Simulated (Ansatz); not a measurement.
**Geometry relaxation of LiF (part 1 of 3)**

System: LiF (slab, 32 atoms in the cell).
Method: DFT PBE+D3(BJ), scalar-relativistic, plane waves, PAW, no spin polarisation (Ansatz 0.2.0).

The structure derives from an entry of the Crystallography Open Database. The input holds or restrains some coordinates. It belongs to a series of runs on one base structure; here: clean slab, lower half held.

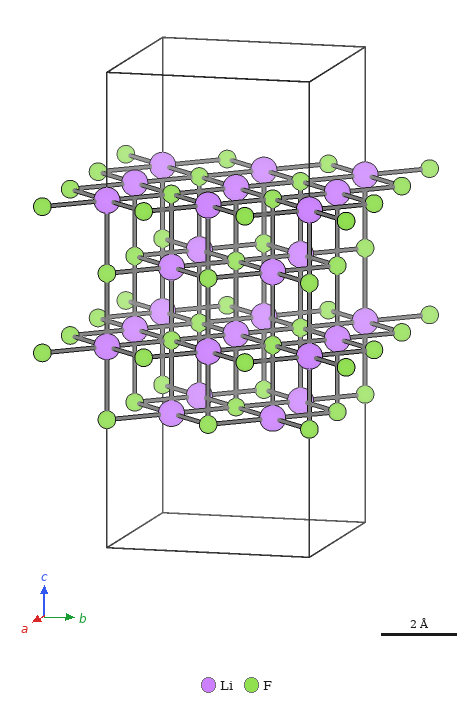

Fig. 1: The starting structure (ball-and-stick view of the cell of the calculation, with the vacuum cut short, seen slightly off an axis; bonded neighbours outside the cell are drawn too).

Results in brief

| quantity | value |
| --- | --- |
| outcome | converged under the restraints of the input |
| electrons treated | 160 |
| free energy | −16261.8858 eV |
| work function, top face | 4.56 eV |
| work function, bottom face | 3.89 eV |
| Fermi energy | −1.194 eV |
| gap on the k-point mesh | 6.28 eV |
| final volume | 736.17 Å³ |
| work function (upper face) | 4.56 eV |
| largest force (length of the vector) at the end, held atoms and coordinates included | 0.388 eV/Å |
| hardware | 4 threads of an x86-64 CPU, shared host |
| wall time | 25 s (CPU time 98 s) |
| peak memory | 1.9 GiB |

Warnings of the run: the exchange-correlation potential is rough where the density is thin.

The input
```yaml
crystal:
  lattice:
    - [5.6574267976, 0.0, 0.0]
    - [0.0, 5.6574267976, 0.0]
    - [0.0, 0.0, 23.000607279]
  atoms:
    - { symbol: Li, position: [0.25, 0.25, 0.3695554599] }
    - { symbol: Li, position: [0.25, 0.75, 0.3695554599] }
    - { symbol: Li, position: [0.75, 0.25, 0.3695554599] }
    - { symbol: Li, position: [0.75, 0.75, 0.3695554599] }
    - { symbol: F, position: [0.5, 0.5, 0.3695554599] }
    - { symbol: F, position: [0.5, 0.0, 0.3695554599] }
    - { symbol: F, position: [0.0, 0.5, 0.3695554599] }
    - { symbol: F, position: [0.0, 0.0, 0.3695554599] }
    - { symbol: Li, position: [0.5, 0.5, 0.4565184866] }
    - { symbol: Li, position: [0.5, 0.0, 0.4565184866] }
    - { symbol: Li, position: [0.0, 0.5, 0.4565184866] }
    - { symbol: Li, position: [0.0, 0.0, 0.4565184866] }
    - { symbol: F, position: [0.75, 0.75, 0.4565184866] }
    - { symbol: F, position: [0.75, 0.25, 0.4565184866] }
    - { symbol: F, position: [0.25, 0.75, 0.4565184866] }
    - { symbol: F, position: [0.25, 0.25, 0.4565184866] }
    - { symbol: Li, position: [0.75, 0.75, 0.5434815134] }
    - { symbol: Li, position: [0.75, 0.25, 0.5434815134] }
    - { symbol: Li, position: [0.25, 0.75, 0.5434815134] }
    - { symbol: Li, position: [0.25, 0.25, 0.5434815134] }
    - { symbol: F, position: [0.0, 0.0, 0.5434815134] }
    - { symbol: F, position: [0.0, 0.5, 0.5434815134] }
    - { symbol: F, position: [0.5, 0.0, 0.5434815134] }
    - { symbol: F, position: [0.5, 0.5, 0.5434815134] }
    - { symbol: Li, position: [0.0, 0.0, 0.6304445401] }
    - { symbol: Li, position: [0.0, 0.5, 0.6304445401] }
    - { symbol: Li, position: [0.5, 0.0, 0.6304445401] }
    - { symbol: Li, position: [0.5, 0.5, 0.6304445401] }
    - { symbol: F, position: [0.25, 0.25, 0.6304445401] }
    - { symbol: F, position: [0.25, 0.75, 0.6304445401] }
    - { symbol: F, position: [0.75, 0.25, 0.6304445401] }
    - { symbol: F, position: [0.75, 0.75, 0.6304445401] }
basis:
  ecutwfc: 420
kpoints:
  mp_grid: { grid: [5, 5, 1] }
hamiltonian:
  xc: pbe
  dispersion: d3bj
scf:
  occupations: { method: gaussian, width: 0.05 }
output:
  forces: true
  eigenvalues: true
  write_density: true
  write_potential: true
  elf: true
  volumetric_format: npy
relax:
  adjacent_minimum: "off"
  f_tol: 0.03
  max_steps: 70
  constraints: [{ sites: [0, 1, 2, 3, 4, 5, 6, 7, 8, 9, 10, 11, 12, 13, 14, 15] }]
efield:
  axis: 3
  dipole_correction: true
  ramp_width: 0.04
```

Command:
```bash
ansatz run input.yaml --threads 4 --pin off --max-ram 12288MiB --backend cpu --events-out ev --progress --plain --runs-dir out
```

Log
```
Engine: ansatz 0.2.0, x86_64-unknown-linux-gnu
Pseudopotentials: kind: paw
Pseudopotential: Li, paw, valence charge 3, recommended cutoff 420 eV (normal), Li.paw.azcp
Pseudopotential: F, paw, valence charge 7, recommended cutoff 420 eV (normal), F.paw.azcp
Functional definition: PBE
  parameter kappa = 0.804
  parameter beta = 0.06672455060314922
  exchange = pbe_x(kappa = kappa, mu = beta*pi^2/3)
  correlation = pbe_c(beta = beta)
Crystal: 32 atoms, lattice volume = 736.168 Å³
Basis set: ecut = 420 eV, 14417 PW (Γ), exchange–correlation on 80×80×320 points (8 copies of the dense FFT grid, shifted against one another)
Bands: 112, of which v1, the nominal top of the filled ones, is band 80 counted from 1 (79 counted from 0)
Symmetry: 32 space group operations
k-points: 6 of 25
Non-local potential: Li, projectors of the file, l = 0: 3, l = 1: 2, l = 2: 1
Non-local potential: F, projectors of the file, l = 0: 2, l = 1: 2, l = 2: 1
PAW form: soft (Blöchl's): semilocal exchange-correlation on the pseudo side does not see the compensation charge
PAW one-centre angular grid: Li, 110 points (default); XC on 64 Gauss nodes
PAW one-centre angular grid: F, 110 points (default); XC on 64 Gauss nodes
Initial density: superposition of atomic densities (neutral atoms: chi_scale 0, normalization atom), corrected by the library's trained network
Initial wavefunctions: pseudopotential atomic-orbital guess
Functional: x = pbe(κ = 0.804, μ = 0.2195149727645171), c = pbe(β = 0.06672455060314922)
SCF iter   1: F=—  HF=-16261.831403 eV  |F-HF|=—  |Δ(HF+E_count)|=         —  Δρ=5.06e-4  dr2=2.61e-3  ethr=1.77e-3  p=-0.000 e·Å  D=-9.68e-15 V/Å  ΔV_dip=0.00 eV  dr2_dipole=6.38e-9  V_vac-E_F(+/−)=4.22/4.22 eV  ⟨swp⟩=6.0  Hψ=2842  notcnv=0  defer=83
efield: sawtooth ramp at fractional position 0.9800 (placed from the atoms, in the widest stretch of the axis that holds none; the zero of the levels goes with the place), width 0.0400; the density the first Hamiltonian is built on has a dipole p = -0.000 e·Å; the dipole correction subtracts the counter field D = -9.68e-15 V/Å, which shifts the + side's vacuum level by +0.00 eV against the − side's; the planar-averaged density in the ramp window peaks in size at 3.9e-6 e/Å³
preconditioner: auto → Resta (q_TF=auto, 2.116 Å⁻¹)  ε∞=1.9  [insulator: Δε(μ)=6.365 eV  Ē_g=16.552 eV  σ=0.050 eV  W_gap=1.00  n_scr=110 (ndim 8)  ℏωp=15.5 eV  f_vac=0.621  D(μ)=0.00/eV (n_scr^D=0)  ε∞_Penn≈1.9  vacuum switching on, ρ_ref=2.0e-2 e/Å³]
SCF iter   2: F=—  HF=-16261.830077 eV  |F-HF|=—  |Δ(HF+E_count)|=   1.33e-3  Δρ=2.92e-4  dr2=7.47e-4  ethr=1.63e-6  p=0.000 e·Å  D=1.54e-5 V/Å  ΔV_dip=-0.00 eV  dr2_dipole=2.16e-9  V_vac-E_F(+/−)=4.13/4.13 eV  ⟨swp⟩=2.2  Hψ=1303  notcnv=0  defer=148
SCF iter   3: F=—  HF=-16261.831800 eV  |F-HF|=—  |Δ(HF+E_count)|=   1.72e-3  Δρ=3.35e-4  dr2=4.84e-4  ethr=4.67e-7  p=-0.000 e·Å  D=-7.16e-6 V/Å  ΔV_dip=0.00 eV  dr2_dipole=5.03e-10  V_vac-E_F(+/−)=4.04/4.04 eV  ⟨swp⟩=2.2  Hψ=946  notcnv=0  defer=148
iter 4 did not close the SCF: its close was put off for the readings that it lacked (scf_convergence_deferred on its scf_iter line)
SCF iter   4: F=-16261.831744 eV  HF=-16261.831750 eV  |F-HF|=5.69e-6  |Δ(HF+E_count)|=   5.06e-5  Δρ=5.35e-5  dr2=1.37e-5  ethr=3.03e-7  p=-0.000 e·Å  D=-5.18e-6 V/Å  ΔV_dip=0.00 eV  dr2_dipole=2.41e-10  V_vac-E_F(+/−)=4.00/4.00 eV  ⟨swp⟩=2.0  Hψ=1014  notcnv=0  defer=150
iter 5 did not close the SCF: its close was put off for the readings that it lacked (scf_convergence_deferred on its scf_iter line)
SCF iter   5: F=-16261.831750 eV  HF=-16261.831749 eV  |F-HF|=9.36e-7  |Δ(HF+E_count)|=   9.92e-7  Δρ=1.61e-5  dr2=9.77e-7  ethr=8.58e-9  p=0.000 e·Å  D=8.77e-7 V/Å  ΔV_dip=-0.00 eV  dr2_dipole=9.42e-12  V_vac-E_F(+/−)=4.00/4.00 eV  ⟨swp⟩=2.0  Hψ=906  notcnv=0  defer=150
SCF iter   6: F=-16261.831750 eV  HF=-16261.831750 eV  |F-HF|=2.89e-9  |Δ(HF+E_count)|=   1.30e-6  Δρ=7.46e-6  dr2=2.53e-7  ethr=6.11e-10  p=0.000 e·Å  D=8.32e-7 V/Å  ΔV_dip=-0.00 eV  dr2_dipole=6.43e-12  V_vac-E_F(+/−)=4.00/4.00 eV  ⟨swp⟩=21.7  Hψ=6372  notcnv=0
SCF 1 converged in 6 iterations: F = -16261.831750 eV  dr2 = 2.53e-7
  greatest PAW one-centre occupation: 1.000 electrons in one spin orbital (limit 2), on the Li atom at site 11 (counted from 0), in its partial waves of l = 0
relax step   1: F+E_penalty+E_count = -16261.83175007 eV  Δ(F+E_penalty+E_count) = +0.000e0 eV  max|allowed force component| = 3.881e-1 eV/Å  Δτ_max = 0.0000 Å  (6 SCF iters, dr2 threshold 2.25e-5 eV, accepted)
Initial density: handed on by an earlier stage of this run
Initial wavefunctions: those handed on with the density
iter 1 solved again at ethr=1.66e-5 eV; its pass at ethr=3.10e-3 eV (dr2=2.66e-2 eV) is discarded
SCF iter   1: F=—  HF=-16261.894867 eV  |F-HF|=—  |Δ(HF+E_count)|=         —  Δρ=9.88e-4  dr2=2.58e-2  ethr=1.66e-5  p=0.000 e·Å  D=8.87e-7 V/Å  ΔV_dip=-0.00 eV  dr2_dipole=2.29e-3  V_vac-E_F(+/−)=4.00/4.00 eV  ⟨swp⟩=2.0  Hψ=1719  notcnv=0  defer=152
efield: sawtooth ramp at fractional position 0.9800 (handed on by an earlier solve), width 0.0400; the density the first Hamiltonian is built on has a dipole p = 0.000 e·Å; the dipole correction subtracts the counter field D = 8.87e-7 V/Å, which shifts the + side's vacuum level by -0.00 eV against the − side's; the planar-averaged density in the ramp window peaks in size at 1.2e-6 e/Å³
preconditioner: auto → Resta (q_TF=auto, 2.116 Å⁻¹)  ε∞=1.9  [insulator: Δε(μ)=6.508 eV  Ē_g=16.669 eV  σ=0.050 eV  W_gap=1.00  n_scr=110 (ndim 8)  ℏωp=15.5 eV  f_vac=0.621  D(μ)=0.00/eV (n_scr^D=0)  ε∞_Penn≈1.9  vacuum switching on, ρ_ref=2.0e-2 e/Å³]
SCF iter   2: F=—  HF=-16261.884877 eV  |F-HF|=—  |Δ(HF+E_count)|=   9.99e-3  Δρ=3.29e-4  dr2=3.84e-3  ethr=1.62e-5  p=-0.042 e·Å  D=-1.04e-2 V/Å  ΔV_dip=0.24 eV  dr2_dipole=3.81e-4  V_vac-E_F(+/−)=4.24/4.00 eV  ⟨swp⟩=2.0  Hψ=800  notcnv=0  defer=152
SCF iter   3: F=—  HF=-16261.880580 eV  |F-HF|=—  |Δ(HF+E_count)|=   4.30e-3  Δρ=1.54e-4  dr2=1.22e-4  ethr=2.40e-6  p=-0.071 e·Å  D=-1.75e-2 V/Å  ΔV_dip=0.40 eV  dr2_dipole=1.66e-6  V_vac-E_F(+/−)=4.37/3.97 eV  ⟨swp⟩=2.3  Hψ=1075  notcnv=0  defer=152
SCF iter   4: F=—  HF=-16261.880549 eV  |F-HF|=—  |Δ(HF+E_count)|=   3.10e-5  Δρ=7.39e-5  dr2=2.34e-5  ethr=7.63e-8  p=-0.073 e·Å  D=-1.79e-2 V/Å  ΔV_dip=0.41 eV  dr2_dipole=2.59e-7  V_vac-E_F(+/−)=4.38/3.97 eV  ⟨swp⟩=2.2  Hψ=903  notcnv=0  defer=152
SCF iter   5: F=-16261.880545 eV  HF=-16261.880546 eV  |F-HF|=6.93e-7  |Δ(HF+E_count)|=   3.24e-6  Δρ=2.27e-5  dr2=2.56e-6  ethr=5.88e-9  p=-0.074 e·Å  D=-1.81e-2 V/Å  ΔV_dip=0.42 eV  dr2_dipole=3.21e-8  V_vac-E_F(+/−)=4.39/3.97 eV  ⟨swp⟩=22.2  Hψ=6839  notcnv=0
SCF 2 converged in 5 iterations: F = -16261.880545 eV  dr2 = 2.56e-6
relax step   2: F+E_penalty+E_count = -16261.88054514 eV  Δ(F+E_penalty+E_count) = -4.880e-2 eV  max|allowed force component| = 1.073e-1 eV/Å  Δτ_max = 0.0331 Å  (5 SCF iters, dr2 threshold 9.41e-6 eV, accepted)
SCF iter   1: F=—  HF=-16261.891546 eV  |F-HF|=—  |Δ(HF+E_count)|=         —  Δρ=5.25e-4  dr2=6.72e-3  ethr=2.74e-5  p=-0.074 e·Å  D=-1.81e-2 V/Å  ΔV_dip=0.42 eV  dr2_dipole=1.04e-3  V_vac-E_F(+/−)=4.38/3.97 eV  ⟨swp⟩=2.0  Hψ=1149  notcnv=0  defer=146
efield: sawtooth ramp at fractional position 0.9800 (handed on by an earlier solve), width 0.0400; the density the first Hamiltonian is built on has a dipole p = -0.074 e·Å; the dipole correction subtracts the counter field D = -1.81e-2 V/Å, which shifts the + side's vacuum level by +0.42 eV against the − side's; the planar-averaged density in the ramp window peaks in size at 7.5e-7 e/Å³
preconditioner: auto → Resta (q_TF=auto, 2.116 Å⁻¹)  ε∞=1.9  [insulator: Δε(μ)=6.433 eV  Ē_g=16.748 eV  σ=0.050 eV  W_gap=1.00  n_scr=110 (ndim 8)  ℏωp=15.5 eV  f_vac=0.621  D(μ)=0.00/eV (n_scr^D=0)  ε∞_Penn≈1.9  vacuum switching on, ρ_ref=2.0e-2 e/Å³]
SCF iter   2: F=—  HF=-16261.888669 eV  |F-HF|=—  |Δ(HF+E_count)|=   2.88e-3  Δρ=1.71e-4  dr2=9.37e-4  ethr=4.20e-6  p=-0.101 e·Å  D=-2.47e-2 V/Å  ΔV_dip=0.57 eV  dr2_dipole=1.59e-4  V_vac-E_F(+/−)=4.49/3.92 eV  ⟨swp⟩=2.0  Hψ=1003  notcnv=0  defer=146
SCF iter   3: F=—  HF=-16261.888217 eV  |F-HF|=—  |Δ(HF+E_count)|=   4.52e-4  Δρ=5.82e-5  dr2=1.65e-5  ethr=5.86e-7  p=-0.117 e·Å  D=-2.89e-2 V/Å  ΔV_dip=0.66 eV  dr2_dipole=3.81e-7  V_vac-E_F(+/−)=4.56/3.89 eV  ⟨swp⟩=2.0  Hψ=804  notcnv=0  defer=146
SCF iter   4: F=—  HF=-16261.885773 eV  |F-HF|=—  |Δ(HF+E_count)|=   2.44e-3  Δρ=3.77e-5  dr2=5.42e-6  ethr=1.03e-8  p=-0.118 e·Å  D=-2.90e-2 V/Å  ΔV_dip=0.67 eV  dr2_dipole=1.39e-7  V_vac-E_F(+/−)=4.56/3.89 eV  ⟨swp⟩=3.0  Hψ=1097  notcnv=0  defer=147
SCF iter   5: F=—  HF=-16261.885772 eV  |F-HF|=—  |Δ(HF+E_count)|=   5.99e-7  Δρ=1.06e-5  dr2=4.11e-7  ethr=3.39e-9  p=-0.119 e·Å  D=-2.91e-2 V/Å  ΔV_dip=0.67 eV  dr2_dipole=9.71e-9  V_vac-E_F(+/−)=4.56/3.89 eV  ⟨swp⟩=2.0  Hψ=888  notcnv=0  defer=147
iter 6 did not close the SCF: its close was put off until two iterations running show no level that it waits for move by more than its bar (scf_convergence_deferred on its scf_iter line)
SCF iter   6: F=-16261.885772 eV  HF=-16261.885772 eV  |F-HF|=5.42e-8  |Δ(HF+E_count)|=   1.13e-7  Δρ=4.32e-6  dr2=7.45e-8  ethr=6.25e-11  p=-0.119 e·Å  D=-2.92e-2 V/Å  ΔV_dip=0.67 eV  dr2_dipole=2.87e-10  V_vac-E_F(+/−)=4.56/3.89 eV  ⟨swp⟩=21.0  Hψ=5286  notcnv=0
iter 7 did not close the SCF: its close was put off until two iterations running show no level that it waits for move by more than its bar (scf_convergence_deferred on its scf_iter line)
SCF iter   7: F=-16261.885772 eV  HF=-16261.885772 eV  |F-HF|=1.09e-9  |Δ(HF+E_count)|=   1.33e-8  Δρ=5.58e-7  dr2=1.07e-9  ethr=4.66e-11  p=-0.119 e·Å  D=-2.92e-2 V/Å  ΔV_dip=0.67 eV  dr2_dipole=1.19e-12  V_vac-E_F(+/−)=4.56/3.89 eV  ⟨swp⟩=7.0  Hψ=3864  notcnv=0
SCF iter   8: F=-16261.885772 eV  HF=-16261.885772 eV  |F-HF|=1.46e-11  |Δ(HF+E_count)|=   1.36e-9  Δρ=1.17e-7  dr2=4.31e-11  ethr=1.00e-12  p=-0.119 e·Å  D=-2.92e-2 V/Å  ΔV_dip=0.67 eV  dr2_dipole=2.25e-14  V_vac-E_F(+/−)=4.56/3.89 eV  ⟨swp⟩=5.3  Hψ=3314  notcnv=0
SCF 3 converged in 8 iterations: F = -16261.885772 eV  dr2 = 4.31e-11
relax step   3: F+E_penalty+E_count = -16261.88577206 eV  Δ(F+E_penalty+E_count) = -5.227e-3 eV  max|allowed force component| = 2.973e-2 eV/Å  Δτ_max = 0.0152 Å  (8 SCF iters, accepted)
```

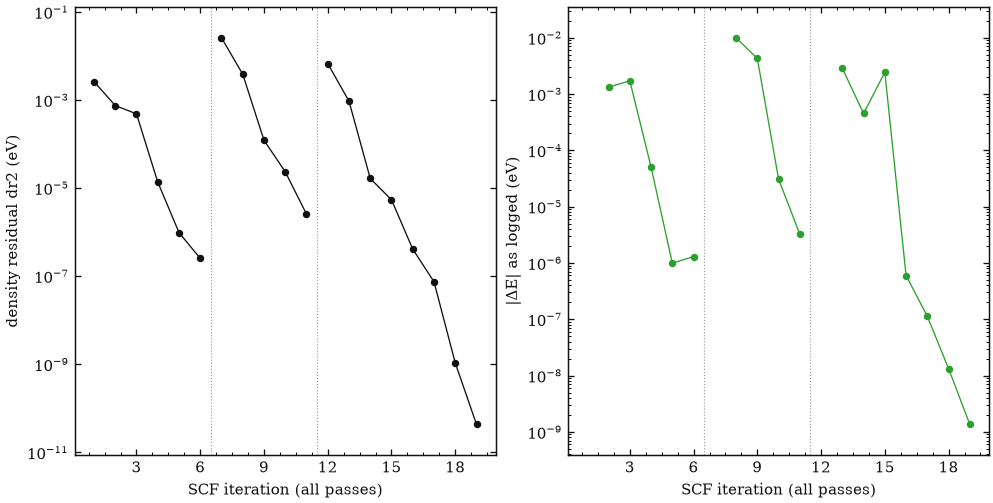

Fig. 2: Convergence of the self-consistent field: density residual dr2 and size of the energy change against the SCF iteration. The dotted lines part the SCF passes of the relaxation: geometry steps, rejected trials and re-solves on a re-selected basis. The passes take 6, 5 and 8 iterations.
